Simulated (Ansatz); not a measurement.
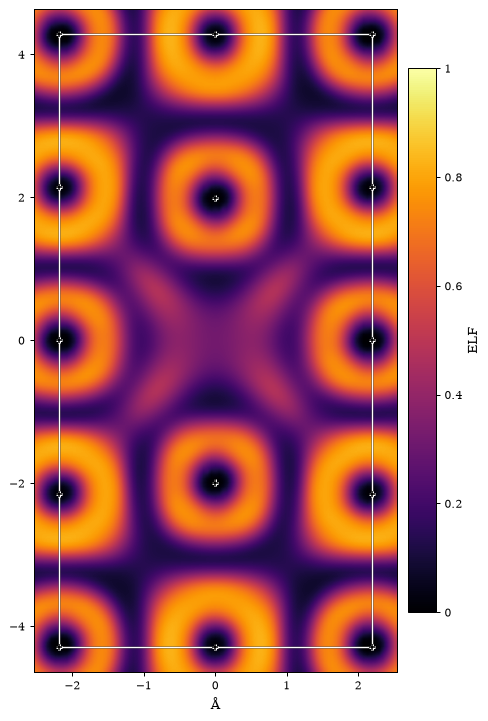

The electron localisation function on a plane through atoms (crosses mark nuclei in the plane).

Method: DFT r2SCAN, scalar-relativistic, plane waves, PAW in Ansatz.

Candidates:
A. WS₂, a = 3.18 Å, b = 3.18 Å, c = 16.95 Å, α = 90.00°, β = 90.00°, γ = 120.00°. Space group P-6m2; a structure from a database of computed crystals, not necessarily the ambient phase.
B. SnO₂, a = 6.56 Å, b = 6.90 Å, c = 3.20 Å, α = 90.00°, β = 90.00°, γ = 90.00°. Space group Cmmm; a structure from a database of computed crystals, not necessarily the ambient phase; changed on purpose from its base cell (strain -0.0500 x Voigt [0, 0, 0, 0, 0, 1], atoms carried along).
C. Ta₄N₃, a = 9.46 Å, b = 4.38 Å, c = 4.38 Å, α = 90.00°, β = 114.99°, γ = 90.00°. Space group C2/m; a structure from a database of computed crystals, not necessarily the ambient phase; changed on purpose from its base cell (strain +0.0450 x Voigt [0, 0, 0, 1, 0, 0], atoms carried along); computed without spin polarisation.

Which system is this?

Answer. Candidate C: Ta₄N₃ on the (101̄) plane of the conventional cell, which holds Ta and N. Ta–N (2.15 Å): the ELF peaks at about 0.80 in the valence shell of N, 0.6 Å from its nucleus, and is about 0.15 at the midpoint (no localised pair shows between them). Ta–N (2.19 Å): the ELF peaks at about 0.85 in the valence shell of N, 0.6 Å from its nucleus, and is about 0.20 at the midpoint: no shared electron pair shows on this line.
